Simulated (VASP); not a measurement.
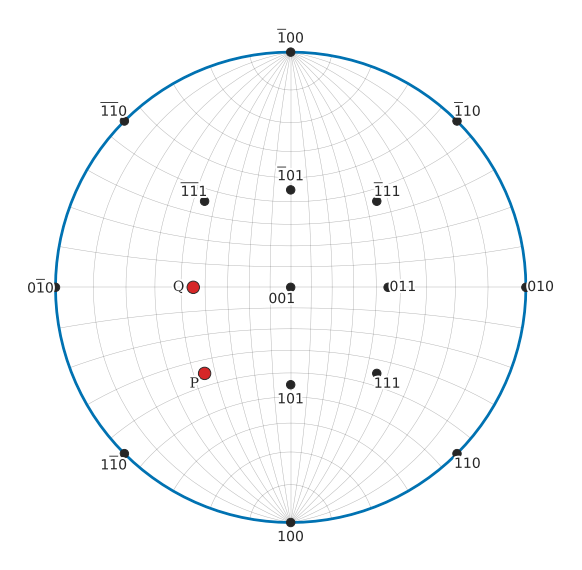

Stereographic projection of plane normals (upper hemisphere) centred on (0 0 1). Crystal: BN, a cell listed in the Materials Project, as set up for an electronic-structure calculation. All values are computed from the atomic coordinates in the standard setting (tolerance 0.002 Å).

a = 3.626 Å, b = 3.626 Å, c = 3.626 Å, α = 90.00°, β = 90.00°, γ = 90.00°.

Question: Index the poles marked P, Q.

Answer: P is (1 −1 1), 54.7° from the centre; Q is (0 −1 1), 45.0° from the centre.

Question: Which zone does the coloured great circle trace?

Answer: The zone [0 0 1]: its poles satisfy l = 0.

Question: What is the angle between the normals of (−1 −1 0) and (0 0 1), and what are their d_hkl = 1/|g|?

Answer: 90.0°; d = 2.564 Å and 3.626 Å.
